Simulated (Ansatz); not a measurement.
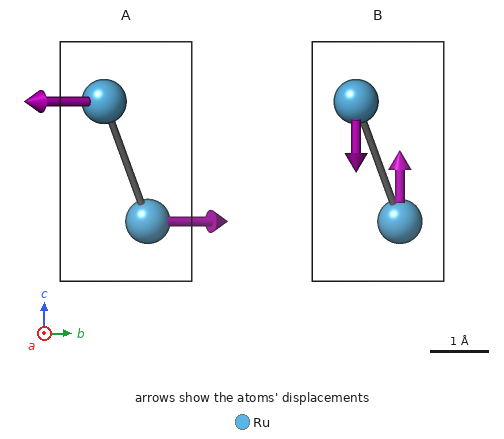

Modes of solid Ru relaxed at 22 GPa, space group P6₃/mmc (No. 194), at the zone centre (one member of each degenerate set). The purple arrows are the displacements of the atoms (eigenvector over the root of the mass), of arbitrary overall length and sign. Style: ball-and-stick. Shown: the cell of the calculation, along the a axis.

Method: Ansatz 0.2.0, DFT LDA, scalar-relativistic, plane waves, PAW.

The frequencies depend somewhat on the k-mesh and the smearing.

**Give the symmetry species and the selection rules of each.**

A is E₂g, Raman-active by symmetry (220 cm⁻¹). B is B₁g, silent by symmetry (neither infrared- nor Raman-active) (309 cm⁻¹). The crystal has a centre of inversion, so no mode is both. In a metal the free carriers screen the infrared response.
